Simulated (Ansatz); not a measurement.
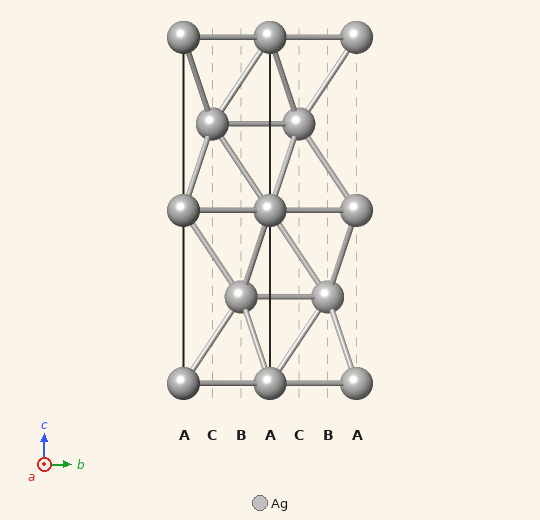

The picture looks along a close-packed row of the hexagonal mesh; c points upwards. The dashed lines mark the three columns A (0, 0), B (1/3, 2/3) and C (2/3, 1/3). The sequence starts with the first layer at or above the cell's origin.

The compound is Ag (space group P6_3/mmc, No. 194), taken as a calculation's input that goes back to an entry of the Crystallography Open Database (an earlier step may have relaxed or displaced it).

Question: List the layers of one repeat.

Answer: Ag(A) – Ag(B) – Ag(A) – Ag(C) (four layers in 10.00 Å).

Question: Taking all atoms as equal spheres, what packing is it?

Answer: As equal spheres, ABAC: a mixed close packing, (ch) in Jagodzinski's notation.

Question: What short polytype symbol fits?

Answer: Polytype symbol 4H, Ramsdell's symbol (number of layers in the repeat and lattice).
